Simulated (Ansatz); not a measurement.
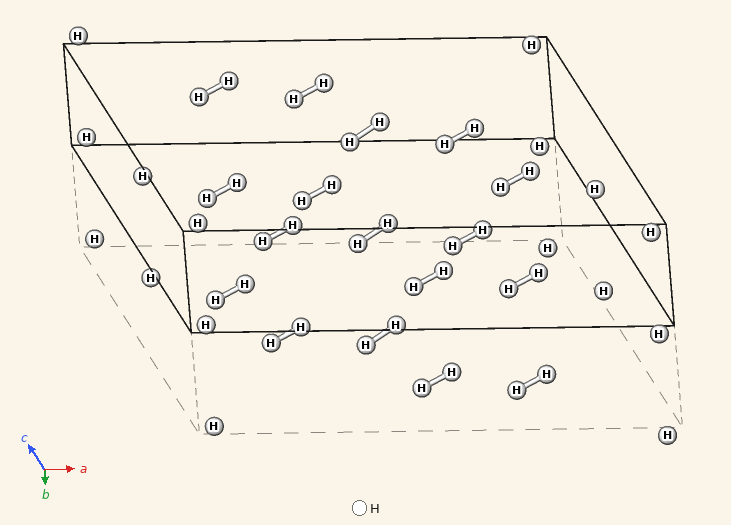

This ball-and-stick model is shown from a general direction. The picture spans 1×2×1 cells, one conventional unit cell being drawn with solid lines. Some atoms of the next cells are drawn as well. Cell: a = 10.541 Å, b = 5.246 Å, c = 5.246 Å, α = 90.00°, β = 119.85°, γ = 90.00°.

Describe the crystal.

The element is hydrogen. The structure has Cm (No. 8) symmetry and a base-centred monoclinic lattice. The cell holds 16 atoms. Coordination numbers (contacts within bonding distance): H 1.

It goes back to a structure listed in the Materials Project. The cell was then strained or its atoms displaced on purpose. It was run through Ansatz as a DFT input.

At this level of theory the cell isn't at rest (forces up to 1.8 eV/Å), so its distances can differ from those at equilibrium, the more so the softer the solid.
